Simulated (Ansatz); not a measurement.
Structure of Sn:

```cif
data_structure
_symmetry_space_group_name_H-M 'Fm-3m'
_symmetry_Int_Tables_number 225
_cell_length_a 4.7357
_cell_length_b 4.7357
_cell_length_c 4.7357
_cell_angle_alpha 90.000
_cell_angle_beta 90.000
_cell_angle_gamma 90.000
_cell_volume 106.20
loop_
_atom_site_label
_atom_site_type_symbol
_atom_site_symmetry_multiplicity
_atom_site_Wyckoff_symbol
_atom_site_fract_x
_atom_site_fract_y
_atom_site_fract_z
_atom_site_occupancy
Sn1 Sn 4 a 0.00000 0.00000 0.00000 1
```

Basis of the simulation: coordinates from a relaxation with Ansatz 0.2.0, DFT, PBEsol, plane waves (420 eV) with PAW, scalar-relativistic; the starting structure was generated, so it need not be a known form of this composition.

Q: Predict radii and indices of the first 4 visible rings (3 % of the strongest or more) for 200 kV electrons.

A:
```tsv
ring	radius	d (Å)	hkl
1	3.66 nm⁻¹	2.73	111
2	4.22 nm⁻¹	2.37	200
3	5.97 nm⁻¹	1.674	220
4	7.00 nm⁻¹	1.428	311
```

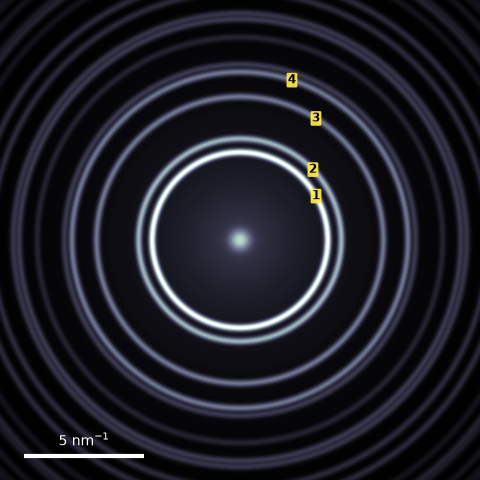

Simulated electron diffraction rings at 200 kV (λ = 0.0251 Å), scale in nm⁻¹ (radius = 1/d), for a fine-grained powder without texture. Kinematic intensities with B = 0.8 Å² for all atoms, without multiple scattering; brightness goes as intensity to the power 0.5, clipped at the top. Reflections closer than the ring width show as one ring. The numbers mark the rings of the table.
